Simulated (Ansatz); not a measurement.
## Geometry relaxation, with input and output: Mo (part 2 of 2)

Mo (C2/m, 6 atoms in the cell); DFT PBE, scalar-relativistic, plane waves, PAW, no spin polarisation (Ansatz 0.2.0); cutoff 420 eV, 7×5×16 k-mesh, Gaussian smearing of 0.1 eV. The structure derives from an entry of the Crystallography Open Database. It belongs to a series of runs on one base structure; here: film's bulk on the substrate's plane, third vector and atoms relaxed.

Geometry of the input (Å; fractional positions):
```
5.4698  0.0000  0.0000
-2.7349  8.2046  0.0000
-0.9116  1.3674  2.1592
Mo 0.1667  0.6667  0.0000
Mo 0.6667  0.6667  0.0000
Mo 0.3333  0.3333  0.0000
Mo 0.8333  0.3333  0.0000
Mo 0.0000  0.0000  0.0000
Mo 0.5000  0.0000  0.0000
```

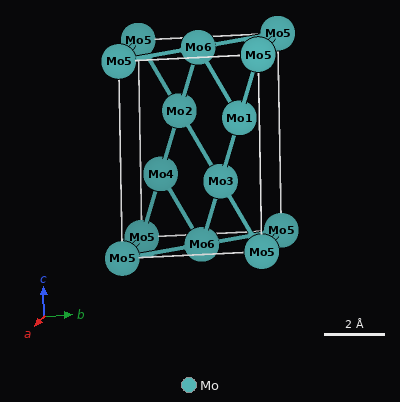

**Figure 1.** The geometry at step 2 of the log (ball-and-stick view of the reduced cell, seen slightly off an axis; atoms are numbered from 1 in the order of the input).

The program's output, continued:
```
SCF iter   1: F=—  HF=-29735.837382 eV  |F-HF|=—  |Δ(HF+E_count)|=         —  Δρ=1.19e-4  dr2=4.04e-6  ethr=9.43e-9  ⟨swp⟩=3.4  Hψ=67201  notcnv=0
preconditioner: auto → Kerker (q_TF=auto, 2.660 Å⁻¹)  [metal: Δε(μ)=0.005 eV  Ē_g=4.117 eV  σ=0.100 eV  W_gap=0.03  n_scr=28 (ndim 8)  ℏωp=22.5 eV  f_vac=0.000  D(μ)=4.15/eV (n_scr^D=34)]
SCF iter   2: F=—  HF=-29735.837383 eV  |F-HF|=—  |Δ(HF+E_count)|=   6.16e-7  Δρ=6.90e-5  dr2=1.50e-6  ethr=4.81e-9  ⟨swp⟩=1.0  Hψ=14331  notcnv=0
iter 3 did not close the SCF: its close was put off for the readings that it lacked (scf_convergence_deferred on its scf_iter line)
SCF iter   3: F=-29735.837383 eV  HF=-29735.837383 eV  |F-HF|=2.70e-9  |Δ(HF+E_count)|=   1.97e-7  Δρ=5.53e-6  dr2=1.35e-8  ethr=1.78e-9  ⟨swp⟩=1.0  Hψ=14333  notcnv=0
iter 4 did not close the SCF: its close was put off for the readings that it lacked (scf_convergence_deferred on its scf_iter line)
SCF iter   4: F=-29735.837383 eV  HF=-29735.837383 eV  |F-HF|=3.27e-11  |Δ(HF+E_count)|=   3.67e-9  Δρ=9.32e-7  dr2=3.52e-10  ethr=1.60e-11  ⟨swp⟩=2.4  Hψ=21569  notcnv=0
iter 5 did not close the SCF: its close was put off for the readings that it lacked (scf_convergence_deferred on its scf_iter line)
SCF iter   5: F=-29735.837383 eV  HF=-29735.837383 eV  |F-HF|=0.00e0  |Δ(HF+E_count)|=  5.46e-11  Δρ=1.45e-7  dr2=1.40e-11  ethr=1.00e-12  ⟨swp⟩=1.2  Hψ=14534  notcnv=0
SCF iter   6: F=-29735.837383 eV  HF=-29735.837383 eV  |F-HF|=3.64e-12  |Δ(HF+E_count)|=  3.64e-12  Δρ=3.03e-8  dr2=8.29e-13  ethr=1.00e-12  ⟨swp⟩=4.0  Hψ=56730  notcnv=0
SCF 4 converged in 6 iterations: F = -29735.837383 eV  dr2 = 8.29e-13
relax step   4: F+E_penalty+E_count = -29735.83738310 eV  Δ(F+E_penalty+E_count) = -6.957e-5 eV  max|allowed force component| = 1.266e-28 eV/Å  Δτ_max = 0.0000 Å  P = -6.988 GPa  Ω = 97.836 Å³  energy of the carried Pulay correction = -2.632e-4 eV  fix = [a, b, gamma]  reactions: a -4.328, b -16.632 GPa; gamma +3.206 GPa/rad  (6 SCF iters, dr2 threshold 1.22e-7 eV, accepted)
Initial wavefunctions: pseudopotential atomic-orbital guess (no wavefunctions were taken with the density)
iter 1 solved again at ethr=1.31e-8 eV; its pass at ethr=3.10e-3 eV (dr2=1.10e-5 eV) is discarded
SCF iter   1: F=—  HF=-29735.837637 eV  |F-HF|=—  |Δ(HF+E_count)|=         —  Δρ=6.44e-5  dr2=1.75e-7  ethr=1.31e-8  ⟨swp⟩=3.8  Hψ=86760  notcnv=0
SCF iter   2: F=—  HF=-29735.837641 eV  |F-HF|=—  |Δ(HF+E_count)|=   4.44e-6  Δρ=3.29e-5  dr2=4.48e-8  ethr=2.08e-10  ⟨swp⟩=1.9  Hψ=17947  notcnv=0
iter 3 did not close the SCF: its close was put off for the readings that it lacked (scf_convergence_deferred on its scf_iter line)
SCF iter   3: F=-29735.837643 eV  HF=-29735.837643 eV  |F-HF|=2.51e-10  |Δ(HF+E_count)|=   1.55e-6  Δρ=7.99e-7  dr2=1.39e-10  ethr=5.33e-11  ⟨swp⟩=2.7  Hψ=26443  notcnv=0
iter 4 did not close the SCF: its close was put off for the readings that it lacked (scf_convergence_deferred on its scf_iter line)
SCF iter   4: F=-29735.837643 eV  HF=-29735.837643 eV  |F-HF|=0.00e0  |Δ(HF+E_count)|=  2.69e-10  Δρ=1.47e-7  dr2=7.08e-12  ethr=1.00e-12  ⟨swp⟩=1.0  Hψ=14333  notcnv=0
iter 5 did not close the SCF: its close was put off for the readings that it lacked (scf_convergence_deferred on its scf_iter line)
SCF iter   5: F=-29735.837643 eV  HF=-29735.837643 eV  |F-HF|=1.09e-11  |Δ(HF+E_count)|=  1.46e-11  Δρ=1.95e-8  dr2=3.12e-13  ethr=1.00e-12  ⟨swp⟩=1.0  Hψ=14331  notcnv=0
iter 6 did not close the SCF: its close was put off for the readings that it lacked (scf_convergence_deferred on its scf_iter line)
SCF iter   6: F=-29735.837643 eV  HF=-29735.837643 eV  |F-HF|=7.28e-12  |Δ(HF+E_count)|=  1.09e-11  Δρ=4.11e-9  dr2=9.43e-15  ethr=1.00e-12  ⟨swp⟩=1.0  Hψ=14331  notcnv=0
SCF iter   7: F=-29735.837643 eV  HF=-29735.837643 eV  |F-HF|=1.46e-11  |Δ(HF+E_count)|=  1.09e-11  Δρ=5.54e-10  dr2=1.08e-16  ethr=1.00e-12  ⟨swp⟩=2.0  Hψ=35379  notcnv=0
SCF 5 converged in 7 iterations: F = -29735.837643 eV  dr2 = 1.08e-16
relax step   5: F+E_penalty+E_count = -29735.83764253 eV  Δ(F+E_penalty+E_count) = -2.594e-4 eV  max|allowed force component| = 7.433e-29 eV/Å  Δτ_max = 0.0000 Å  P = -6.990 GPa  Ω = 97.836 Å³  fix = [a, b, gamma]  reactions: a -4.329, b -16.634 GPa; gamma +3.207 GPa/rad  stress off target by 1.71e-2 GPa on what of the cell is left free  SCF on the basis re-selected at this cell (its energy is not comparable with the rows above)  (7 SCF iters)
basis re-selected at this cell: Δ(F+E_penalty+E_count) = -2.594e-4 eV, ΔP = -0.002 GPa vs the last step (what re-selecting the basis moved, of the pressure what is left beyond the Pulay correction that the steps carried, after the strain that the cell walked since its last selection, with what the two solves' SCF thresholds leave and, on support functions, any second-order correction that the steps lacked; it is no measure of the basis error at this ecutwfc). This SCF's stress stands 1.71e-2 GPa from its target on what of the cell is left free (relax.cell.stress_tol is 1.00e-1 GPa) and its largest allowed force component is 7.43e-29 eV/Å (relax.f_tol is 1.00e-2 eV/Å): within both
SCF converged after 7 iterations
Free energy (F): -29735.837643 eV
Harris-Foulkes:  -29735.837643 eV  (|F-HF|=1.46e-11)
Internal energy: -29735.816908 eV  (E = F + TS)
E sigma→0 (E₀):  -29735.827275 eV
Entropy (-TS):   -0.020735 eV (-3.456 meV/atom)
Fermi energy:    20.107548 eV
--- Per-component energies (eV) ---
  E_band       = -411.217872
  E_kinetic    = 2636.105073
  E_local      = -4894.735522  (includes V_loc(G=0)·N_el)
  E_nonlocal   = 854.591969
  E_hartree    = 1612.567045
  E_xc         = -1098.167583
  E_vxc        = -1370.303599  (∫ρ·V_xc dr)
  E_paw        = -19206.389896  (= ΣΔE_a)
  E_vpaw       = -862.010141  (= ΣTr[D̂ρ^β])
  E_aug_tail   = 0.000258  (compensation charges beyond the density's cutoff)
  E_ewald      = -9639.788251
  E_smearing   = -0.020735  (= −TS)
  E_closure    = 0.000000  (closes the sum)
  Σ components = -29735.837643   (vs F -29735.837643, Δ=0.00e0)
--- Forces (eV/Å), atoms counted from 1 ---
  atom   1  Mo    -0.00000000    -0.00000000    -0.00000000
  atom   2  Mo     0.00000000    -0.00000000     0.00000000
  atom   3  Mo     0.00000000    -0.00000000    -0.00000000
  atom   4  Mo    -0.00000000     0.00000000     0.00000000
  atom   5  Mo     0.00000000     0.00000000     0.00000000
  atom   6  Mo     0.00000000     0.00000000     0.00000000
  max |Σ_I F_I| component: 5.05e-29 eV/Å
--- Stress (GPa, compression-positive) ---
       -5.030856       2.104092      -0.014332
        2.104092     -15.932219      -0.005148
       -0.014332      -0.005148      -0.005840
  P = ⅓ Tr σ = -6.9896 GPa (-69.896 kbar)
--- Band table (eV; the first three rows and the last of 281) ---
  k-point 0: bands = ["-41.1975", "-41.0481", "-41.0481", "-40.9806", "-40.9806", "-40.9477", "-15.8196", "-15.6464", "-15.6464", "-15.4776", "-15.4776", "-14.9986", "-14.9713", "-14.9713", "-14.7756", "-14.7756", "-14.6337", "-14.6155", "-14.6155", "-14.5490", "-14.5002", "-14.5002", "-14.4975", "-14.4875", "13.0102", "15.0118", "15.2087", "15.2087", "15.7842", "15.7842", "16.9331", "16.9331", "17.1139", "17.2950", "17.2950", "18.2906", "18.5752", "19.0698", "19.0698", "19.1256", "19.1256", "19.4647", "21.2364", "21.4557", "21.4637", "21.4637", "21.7771", "21.7914", "21.7914", "22.0073", "22.0796"]
  k-point 1: bands = ["-41.1878", "-41.0674", "-41.0239", "-40.9905", "-40.9604", "-40.9477", "-15.7908", "-15.6634", "-15.6154", "-15.5922", "-15.3370", "-15.0791", "-15.0013", "-14.9033", "-14.8044", "-14.7663", "-14.6567", "-14.6428", "-14.6085", "-14.5792", "-14.5409", "-14.5222", "-14.5222", "-14.5088", "13.1877", "15.1453", "15.2513", "15.3339", "15.6373", "16.1491", "16.6808", "17.1790", "17.1857", "17.2095", "17.4456", "18.4589", "18.5306", "18.5315", "18.5682", "19.2897", "19.3979", "19.5249", "20.9197", "21.2113", "21.2491", "21.3123", "21.4446", "21.4592", "21.8195", "22.0855", "22.2045"]
  k-point 2: bands = ["-41.1601", "-41.0787", "-40.9984", "-40.9885", "-40.9479", "-40.9328", "-15.7136", "-15.6599", "-15.6541", "-15.5855", "-15.2187", "-15.1785", "-15.0108", "-14.9177", "-14.8690", "-14.7700", "-14.7453", "-14.6910", "-14.6757", "-14.6568", "-14.6094", "-14.5743", "-14.5628", "-14.5338", "13.6884", "15.3822", "15.5279", "15.6101", "15.6634", "16.6657", "16.7382", "16.9300", "17.1905", "17.3384", "17.6041", "18.0177", "18.3446", "18.3640", "18.9547", "19.1012", "19.2243", "19.4184", "19.8310", "21.0377", "21.0554", "21.1118", "21.4102", "21.4274", "21.4799", "22.0014", "22.0993"]
  k-point 280: bands = ["-41.1331", "-41.0667", "-41.0126", "-40.9978", "-40.9918", "-40.9780", "-15.5747", "-15.5126", "-15.4307", "-15.3876", "-15.2655", "-15.1747", "-14.9899", "-14.9436", "-14.9277", "-14.9236", "-14.7782", "-14.7000", "-14.6455", "-14.6414", "-14.6152", "-14.5941", "-14.5707", "-14.5352", "14.2119", "15.3362", "15.6712", "16.1114", "16.2006", "16.2949", "17.3194", "17.3258", "17.4361", "17.4469", "17.5387", "17.9591", "18.2447", "18.3580", "18.3622", "18.4154", "18.6174", "19.0520", "20.1275", "20.6644", "20.8368", "21.0880", "21.0917", "21.1929", "21.4502", "21.8108", "21.9742"]
--- Relaxed structure (4 steps of the walk, 3 accepted, 1 SCFs on fresh bases) ---
  F+E_penalty+E_count = -29735.83764253 eV   max|allowed force component| = 7.433e-29 eV/Å   (the final SCF, on the basis selected at the relaxed cell)
  cell:  # Å, volume = 97.8355 Å³
    - [5.469762301051411, -1.4649826810161202e-7, 0.0011830877994773166]
    - [-2.7348813702731074, 8.204643465243295, 0.0014403695874850829]
    - [-0.9111600591191988, 1.3679753260000327, 2.180201666467122]
  atoms:
    - { symbol: Mo, position: [0.16666666666666669, 0.6666666666666666, 0.0] }
    - { symbol: Mo, position: [0.6666666666666667, 0.6666666666666666, -2.168404344971009e-19] }
    - { symbol: Mo, position: [0.33333333333333337, 0.3333333333333333, -1.0842021724855044e-19] }
    - { symbol: Mo, position: [0.8333333333333333, 0.33333333333333326, 0.0] }
    - { symbol: Mo, position: [1.1139333607362829e-36, 3.314524622376368e-36, -6.194180884751885e-36] }
    - { symbol: Mo, position: [0.5, 6.776263578034403e-21, 0.0] }
```

Trajectory as extended XYZ (Å, eV, eV/Å), 5 frames, from step=1 to step=5:
```
6
Lattice="5.4698 0.0000 0.0000 -2.7349 8.2046 0.0000 -0.9116 1.3674 2.1592" Properties=species:S:1:pos:R:3:forces:R:3 step=1 energy=-29735.82698 pressure_GPa=-4.60
Mo   -0.9116    5.4698    0.0000    0.0000   0.0000   0.0000
Mo    1.8233    5.4698    0.0000    0.0000   0.0000   0.0000
Mo    0.9116    2.7349    0.0000    0.0000   0.0000   0.0000
Mo    3.6465    2.7349    0.0000    0.0000   0.0000   0.0000
Mo    0.0000    0.0000    0.0000    0.0000   0.0000   0.0000
Mo    2.7349    0.0000    0.0000    0.0000   0.0000   0.0000
6
Lattice="5.4698 -0.0000 0.0048 -2.7349 8.2046 0.0054 -0.9097 1.3695 2.2070" Properties=species:S:1:pos:R:3:forces:R:3 step=2 energy=-29735.82031 pressure_GPa=-9.81 accepted=F
Mo   -0.9116    5.4698    0.0044    0.0000   0.0000   0.0000
Mo    1.8233    5.4698    0.0068    0.0000   0.0000   0.0000
Mo    0.9116    2.7349    0.0034    0.0000   0.0000   0.0000
Mo    3.6465    2.7349    0.0058    0.0000   0.0000   0.0000
Mo    0.0000    0.0000    0.0000    0.0000   0.0000   0.0000
Mo    2.7349    0.0000    0.0024    0.0000   0.0000   0.0000
6
Lattice="5.4698 0.0000 -0.0016 -2.7349 8.2046 0.0003 -0.9123 1.3673 2.1810" Properties=species:S:1:pos:R:3:forces:R:3 step=3 energy=-29735.83731 pressure_GPa=-7.07
Mo   -0.9116    5.4698    0.0000    0.0000   0.0000   0.0000
Mo    1.8233    5.4698   -0.0009    0.0000   0.0000   0.0000
Mo    0.9116    2.7349   -0.0004    0.0000   0.0000   0.0000
Mo    3.6465    2.7349   -0.0012    0.0000   0.0000   0.0000
Mo    0.0000    0.0000    0.0000    0.0000   0.0000   0.0000
Mo    2.7349    0.0000   -0.0008    0.0000   0.0000   0.0000
6
Lattice="5.4698 0.0000 0.0012 -2.7349 8.2046 0.0014 -0.9112 1.3680 2.1802" Properties=species:S:1:pos:R:3:forces:R:3 step=4 energy=-29735.83738 pressure_GPa=-6.99
Mo   -0.9116    5.4698    0.0012    0.0000   0.0000   0.0000
Mo    1.8233    5.4698    0.0017    0.0000   0.0000   0.0000
Mo    0.9116    2.7349    0.0009    0.0000   0.0000   0.0000
Mo    3.6465    2.7349    0.0015    0.0000   0.0000   0.0000
Mo    0.0000    0.0000    0.0000    0.0000   0.0000   0.0000
Mo    2.7349    0.0000    0.0006    0.0000   0.0000   0.0000
6
Lattice="5.4698 0.0000 0.0012 -2.7349 8.2046 0.0014 -0.9112 1.3680 2.1802" Properties=species:S:1:pos:R:3:forces:R:3 step=5 energy=-29735.83764 pressure_GPa=-6.99
Mo   -0.9116    5.4698    0.0012    0.0000   0.0000   0.0000
Mo    1.8233    5.4698    0.0017    0.0000   0.0000   0.0000
Mo    0.9116    2.7349    0.0009    0.0000   0.0000   0.0000
Mo    3.6465    2.7349    0.0015    0.0000   0.0000   0.0000
Mo    0.0000    0.0000    0.0000    0.0000   0.0000   0.0000
Mo    2.7349    0.0000    0.0006    0.0000   0.0000   0.0000
```

Key numbers:

- outcome: converged
- space group (tolerance 0.01 Å): C2/m (12)
- electrons treated: 84
- free energy: −29735.8376 eV
- Fermi energy: 20.108 eV
- gap on the k-point mesh: none (metallic)
- pressure: −6.99 GPa
- final volume: 97.84 Å³
- largest force (length of the vector) at the end: under 0.001 eV/Å
- final cell: a = 5.470 Å, b = 8.648 Å, c = 2.730 Å, α = 54.48°, β = 109.48°, γ = 108.43°
- hardware: 8 threads of Intel Xeon @ 2.50GHz (Skylake/Cascade Lake), 189 GiB of memory available, shared host
- wall time: 1.9 min (CPU time 14 min)
- peak memory: 1.3 GiB
